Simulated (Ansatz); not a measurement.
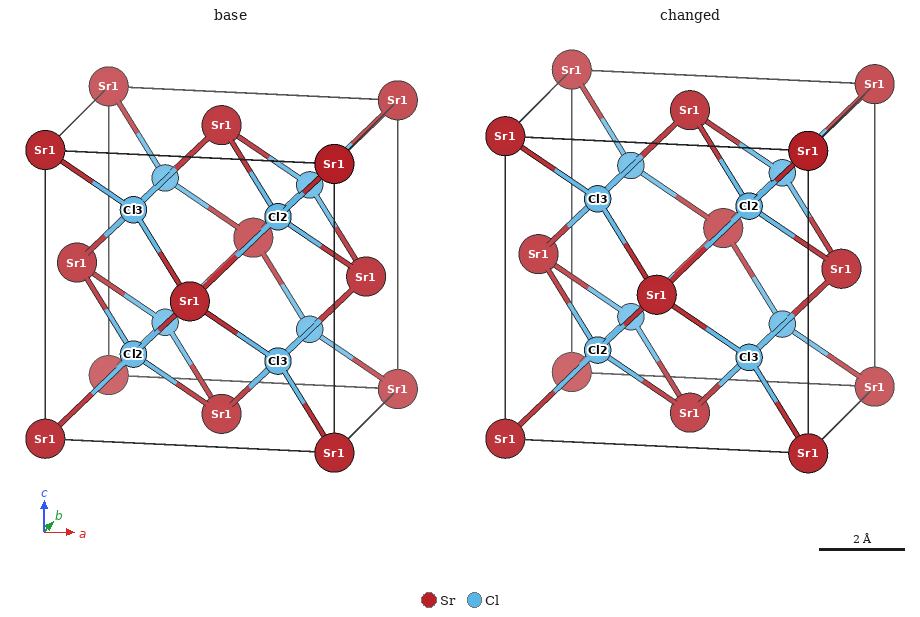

Left: a symmetric starting cell of SrCl2. Right: the same structure after one change, at the same scale. Style: ball-and-stick. Shown: the conventional cell (4 times the calculation's cell), slightly off an axis. Lengths and directions refer to the drawn axes.

Level of theory: Ansatz, DFT PBE, scalar-relativistic, plane waves, PAW. Set-up: plane-wave cutoff 420 eV; k-point mesh 6 × 6 × 6; occupations gaussian; smearing width 0.02 eV; no spin polarisation.

What was changed?

All lengths are scaled by +4.8 % (volume +15.0 %), the atoms keeping their fractional coordinates. No relaxation follows. The starting cell wasn't computed here and needn't be at equilibrium, so pressure and forces aren't due to the change alone.

How do the computed properties respond?

The pressure is −2.9 GPa (not all of it need come from the change, since the unchanged cell can be under pressure at this level too). All forces vanish by symmetry. Among the bonded contacts that change: Cl–Sr 3.019 → 3.163 Å. The space group stays Fm-3m (No. 225).
